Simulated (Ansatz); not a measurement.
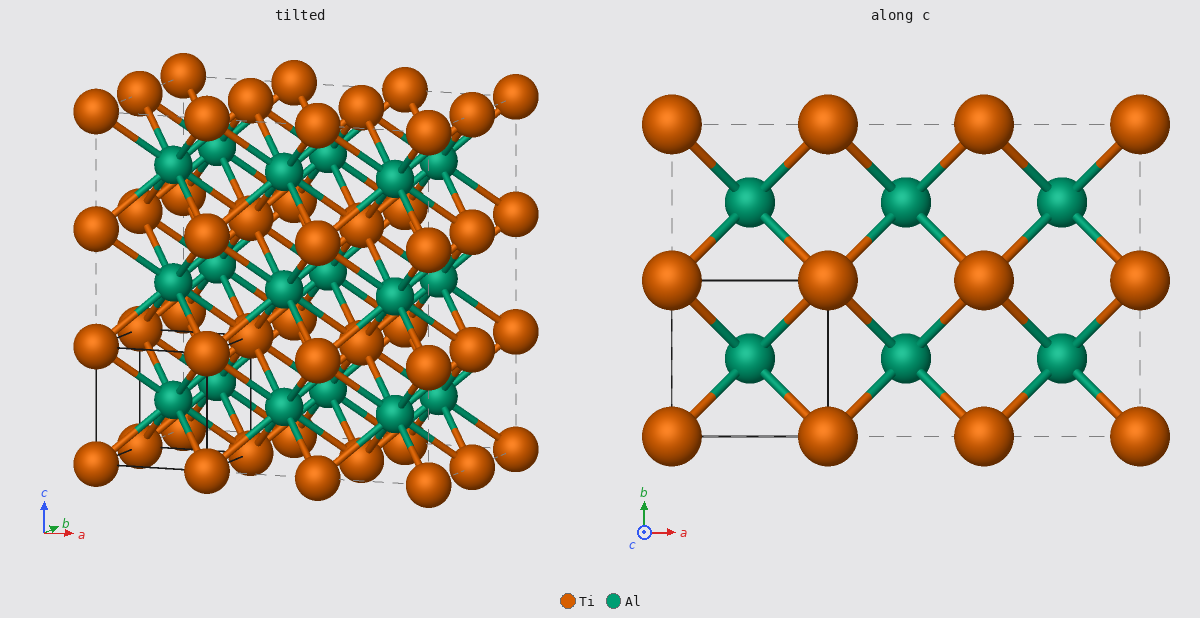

An orthographic ball-and-stick view of the structure, slightly off an axis and along the c axis. Shown are 3×2×3 repeats of the conventional unit cell, one of them outlined in solid lines.

TiAl, space group Pm-3m (No. 221), a = 3.32 Å, b = 3.32 Å, c = 3.32 Å, α = 90.00°, β = 90.00°, γ = 90.00°.

Run with Ansatz 0.2.0, DFT PBEsol, scalar-relativistic, plane waves, PAW and these settings: 420 eV cutoff, k-point mesh 14×14×14, Gaussian smearing of 0.1 eV, no spin polarisation.

Question: Metal or not?

Answer: A metal: bands cross the Fermi level.

Question: Would the cell expand or shrink if it could?

Answer: The computed pressure is -13.2 GPa (stretched: it would shrink).

The model was built from a structure listed in the Materials Project. The cell was then strained or its atoms displaced on purpose. A calculation with Ansatz used it as input.

At this level of theory the cell isn't at rest (stretched, at -13 GPa), so its distances can differ from those at equilibrium, the more so the softer the solid.
